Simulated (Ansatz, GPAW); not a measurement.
# A 7-layer slab of K(100): work function by functional and basis, part 3 of 3

How far do functional and basis move the work function of a 7-layer slab of K(100)?

GPAW 26.7.0 and Ansatz 0.2.0; Ansatz plane waves; slab in vacuum with a dipole correction, relaxation; PAW set soft_1 (the session's first sound run).

So far, upper work function (eV): step 2 (relaxing the atoms, PBE) 2.26; step 5 (self-consistent run: xc = "LDA") 2.38; step 6 (self-consistent run: xc = "vdW-DF2", GPAW, PAW setups, GPAW) 2.58; step 7 (real-space grid: mode = "fd", PBE, GPAW) 2.26; step 8 (atomic orbitals: mode = "lcao", PBE, GPAW) 2.26.

## 10. A second plane-wave code

A second program with its own datasets checks the number independently.

This step: Ansatz plane waves; slab in vacuum with a dipole correction; PAW set soft_1 (Ansatz 0.2.0).

The input, input.yaml:

```yaml
crystal:
  lattice:
    - [5.23, 0.0, 0.0]
    - [0.0, 5.23, 0.0]
    - [0.0, 0.0, 33.69]
  atoms:
    - { symbol: K, position: [0.0, 0.0, 0.267141585] }
    - { symbol: K, position: [0.5, 0.5, 0.3447610567] }
    - { symbol: K, position: [0.0, 0.0, 0.4223805283] }
    - { symbol: K, position: [0.5, 0.5, 0.5027560409] }
    - { symbol: K, position: [0.0, 0.0, 0.5828948888] }
    - { symbol: K, position: [0.5, 0.5, 0.6616241724] }
    - { symbol: K, position: [0.0, 0.0, 0.7430785906] }
kpoints:
  mp_grid: { grid: [6, 6, 1] }
hamiltonian:
  xc: pbe
  pseudopotentials: { kind: paw, azcp: { folder: soft_1 } }
scf:
  occupations: { method: fermi_dirac, width: 0.1 }
efield:
  axis: 3
  dipole_correction: true
  ramp_width: 0.05
output:
  forces: true
  write_potential: true
  write_density: true
  volumetric_format: npy
  elf: true
```

Launch:

```
$ ansatz run input.yaml --threads 4 --pin off --max-ram 8192MiB --backend cpu --events-out ev --progress --plain --runs-dir out
```

Numbers of over 12 decimals in the logs are rounded to 6 here.

Log:

```text
[...]
Crystal: 7 atoms, lattice volume = 921.519 Å³
Basis set: ecut = 420 eV, 18073 PW (Γ), exchange–correlation on 72×72×480 points (8 copies of the dense FFT grid, shifted against one another)
Bands: 39, of which v1, the nominal top of the filled ones, is band 32 counted from 1 (31 counted from 0)
Symmetry: 8 space group operations
[...]
k-points: 10 of 36
[...]
SCF iter   1: F=—  HF=-10764.402577 eV  |F-HF|=—  |Δ(HF+E_count)|=         —  Δρ=2.92e-3  dr2=2.27e0  ethr=3.10e-3  p=-0.000 e·Å  D=-1.52e-8 V/Å  ΔV_dip=0.00 eV  dr2_dipole=6.91e-3  V_vac-E_F(+/−)=3.18/3.18 eV  ⟨swp⟩=13.6  Hψ=2109  notcnv=0
[...]
SCF iter   9: F=-10764.196192 eV  HF=-10764.196192 eV  |F-HF|=1.20e-8  |Δ(HF+E_count)|=   2.44e-8  Δρ=1.30e-6  dr2=3.99e-8  ethr=1.59e-10  p=0.001 e·Å  D=1.26e-4 V/Å  ΔV_dip=-0.00 eV  dr2_dipole=2.63e-10  V_vac-E_F(+/−)=2.26/2.27 eV  ⟨swp⟩=19.5  Hψ=2986  notcnv=0
SCF 1 converged in 9 iterations: F = -10764.196192 eV  dr2 = 3.99e-8
[...]
SCF converged after 9 iterations
Free energy (F): -10764.196192 eV
[...]
Internal energy: -10763.999794 eV  (E = F + TS)
E sigma→0 (E₀):  -10764.097993 eV
Entropy (-TS):   -0.196398 eV (-28.057 meV/atom)
Fermi energy:    0.023395 eV
Dipole field:    D = 0.000136 V/Å  (p = 0.000694 e·Å, saw-weighted, corrected)
Work function:   Φ+ = 2.2612 eV   Φ− = 2.2658 eV
[...]
--- Forces (eV/Å), atoms counted from 1 ---
  atom   1  K     -0.00000000     0.00000000    -0.02839947
  atom   2  K      0.00000000     0.00000000     0.01613489
  atom   3  K     -0.00000000     0.00000000     0.01101766
  atom   4  K      0.00000000     0.00000000    -0.00026846
  atom   5  K      0.00000000     0.00000000    -0.00085449
  atom   6  K     -0.00000000     0.00000000     0.00346251
  atom   7  K      0.00000000     0.00000000    -0.00109298
  max |Σ_I F_I| component: 3.42e-7 eV/Å
--- Band table (eV; the first three rows and the last of 10) ---
  k-point 0: bands = [... 28 lower, -2.0460, -1.7839, -1.3461, -0.7803, -0.1425, 0.4935, 1.0905, 1.6544, ... 3 higher]
  k-point 1: bands = [... 28 lower, -1.8717, -1.6130, -1.1813, -0.6226, 0.0071, 0.6317, 1.1988, 1.4266, ... 3 higher]
  k-point 2: bands = [... 28 lower, -1.3638, -1.1155, -0.7024, -0.1672, 0.4214, 0.4397, 0.6409, 0.9999, ... 3 higher]
  k-point 9: bands = [... 28 lower, 0.5832, 0.6139, 0.8031, 0.8031, 0.8213, 0.9098, 0.9471, 0.9471, ... 3 higher]
```

Run time: 12 s. Hardware: 4 threads of Arm Neoverse V1, shared host; peak memory 1.3 GiB.

The column dr2 measures how far the density is from self-consistency, as an energy; F and HF (Harris–Foulkes) agree once it is small.

Numbers from this step:

```
upper work function     : 2.261 eV
lower work function     : 2.266 eV
dipole along the normal : 6.94e-4 e·Å
dipole field            : 1.36e-4 V/Å
vacuum level below      : 2.289 eV
```

The electrostatic potential energy of an electron (with the applied field's), less the Fermi level, planar mean oscillates, so the rows of the table below give means over windows of 2.67 Å about each position, cut where the curve ends. Its maxima inside the range that stand out by 2 % of the span (Å: eV): 10.4: 0.914, 12.9: 0.912, 15.6: 1.04, 18.2: 1.02, 20.9: 0.955, 23.6: 1.10. Its minima: 9.0: -2.81, 11.7: -2.63, 14.2: -2.62, 17.0: -2.66, 19.7: -2.62, 22.3: -2.62, 25.0: -2.78.

Electrostatic potential energy of an electron (with the applied field's), less the Fermi level, planar mean against z; means over each step:

| z (Å) | electrostatic potential energy of an electron (with the applied field's), less the Fermi level, planar mean (eV) |
| --- | --- |
| 1.33 | 2.27 |
| 4.00 | 2.26 |
| 6.67 | 1.89 |
| 9.34 | -0.736 |
| 12.02 | -0.664 |
| 14.68 | -0.606 |
| 17.36 | -0.629 |
| 20.02 | -0.631 |
| 22.70 | -0.582 |
| 25.37 | -0.589 |
| 28.04 | 2.12 |
| 30.70 | 2.26 |
| 33.38 | 2.26 |

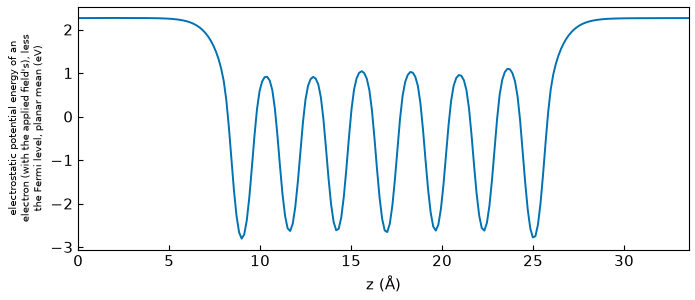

Electrostatic potential energy of an electron (with the applied field's), less the Fermi level, planar mean against z.

The valence density, planar mean oscillates, so the rows of the table below give means over windows of 2.67 Å about each position, cut where the curve ends. Its maxima inside the range that stand out by 2 % of the span (Å: e/Å³): 9.0: 0.265, 11.7: 0.267, 14.2: 0.266, 17.0: 0.266, 19.7: 0.267, 22.3: 0.266, 25.0: 0.264. Its minima: 10.2: 0.0259, 12.9: 0.0244, 15.6: 0.0224, 18.2: 0.0227, 20.9: 0.0237, 23.7: 0.0228.

Table of valence density, planar mean by z; means over each step:

```
z (Å)  valence density, planar mean (e/Å³)
 1.33                               1.4e-6
 4.00                               9.3e-5
 6.67                              0.00489
 9.34                                0.123
12.02                                0.124
14.68                                0.123
17.36                                0.123
20.02                                0.123
22.70                                0.123
25.37                                0.118
28.04                              0.00158
30.70                               3.4e-5
33.38                               7.8e-7
```

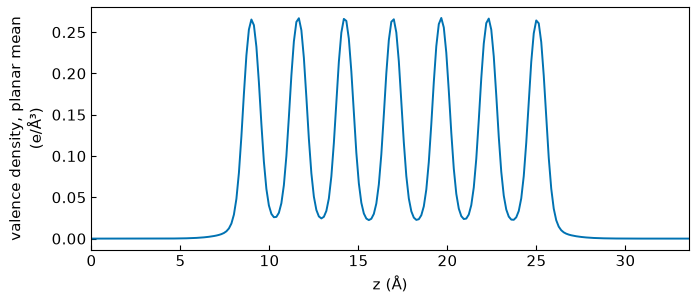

Valence density, planar mean, plotted against z.

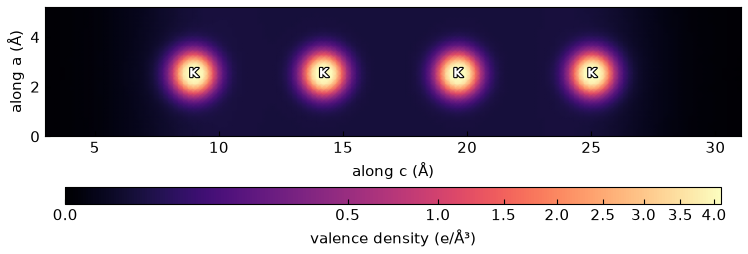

Valence density in the ca plane at fractional y = 0.000, with atoms of K within 0.2 Å of it. It is the smooth field of the valence electrons, not physical close to the nuclei. The map starts off the cell's origin, so that atoms lie inside it. The colour scale is stretched toward low values. The far vacuum is left out of the map.

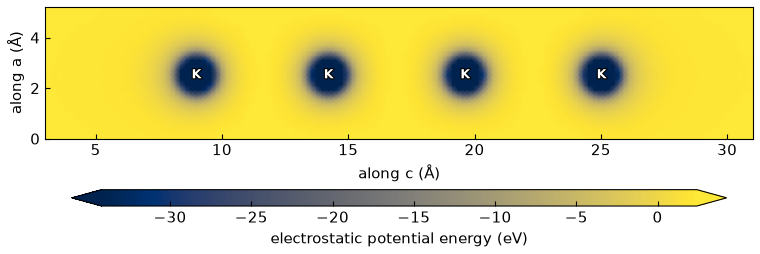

Electrostatic potential energy in the ca plane at fractional y = 0.000, with atoms of K within 0.2 Å of it. With pseudopotentials it is smooth inside the atoms' cores, unlike the true potential. The map starts off the cell's origin, so that atoms lie inside it. The far vacuum is left out of the map.

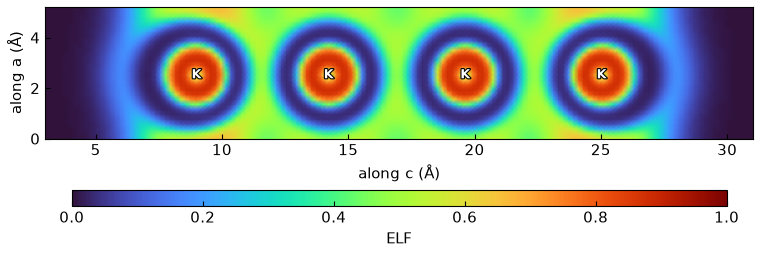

ELF in the ca plane at fractional y = 0.000, with atoms of K within 0.2 Å of it. It is the smooth field of the valence electrons, not physical close to the nuclei. The map starts off the cell's origin, so that atoms lie inside it. The far vacuum is left out of the map.

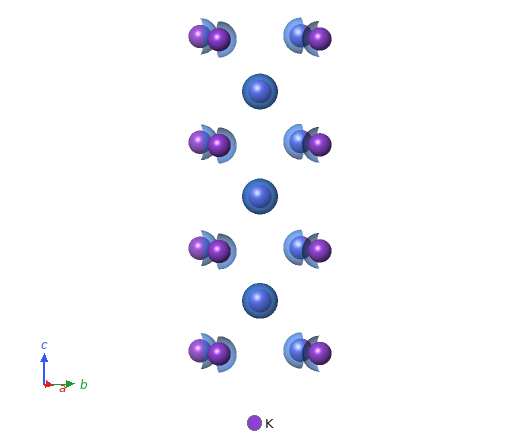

Surface of ELF = 0.8.

The upper face's work function is 2.261 eV, against 2.263 eV in the first plane-wave PBE run at this geometry.

## 11. Side by side

Results and costs are gathered.

This step: comparison of work functions, dipole and cost; PAW set soft_1 (GPAW 26.7.0).

Ladder, by row:

```csv
step,code,"work function, upper (eV)","work function, lower (eV)",dipole (e Å),wall time (s),peak memory (GiB),threads
pw,GPAW,2.263,2.267,6.22e-4,329.4,0.48,1
optPBE-vdW,GPAW,2.421,2.427,8.47e-4,508.5,0.97,1
LDA,GPAW,2.383,2.386,5.25e-4,321.7,0.49,1
vdW-DF2,GPAW,2.578,2.577,-1.44e-4,500,0.97,1
fd,GPAW,2.26,2.265,7.40e-4,2779,2.24,1
lcao,GPAW,2.257,2.26,4.07e-4,791.1,0.8,1
ansatz,Ansatz,2.261,2.266,6.94e-4,11.95,1.266,4
```

## 12. Results

```yaml
work_function_both_faces: 2.26 eV
dipole_along_the_normal: 6.2e-4 e Å
```

In words: With plane waves and PBE the work function is 2.26 eV on the upper face and 2.27 eV on the lower. The measured value for polycrystalline K, which weights the faces of low work function, is 2.29 eV (as compiled in "Anisotropic work function of elemental crystals", 2019, arxiv:1902.07811); the relaxed upper face lies 0.027 eV under it with PBE, and PBE comes nearest (2.26 eV). Measured work functions scatter by a tenth of an eV or more between methods. Over the sound runs of the table the upper face's work function spans 2.257 (lcao) to 2.578 eV (vdW-DF2). The two plane-wave codes differ by 0.0019 eV on the upper face. The small printed dipole stands for a step of -4.1 meV from the lower to the upper face, and the probes find -4.2 meV; values this small are near the numerical noise of both. The in-plane lattice was kept as typed, which isn't the functional's own and leaves some strain; spin-orbit coupling and temperature are left out.

[Logs are printed without paths, hosts, clocks, repeated set-up lines and the standing remarks that a program may print on its own settings, such as how far it seeks lower states.]

[Hosts, paths, dates, database ids (printed as entryN), source tags and the programs' standing remarks are cut or masked in the printed files.]
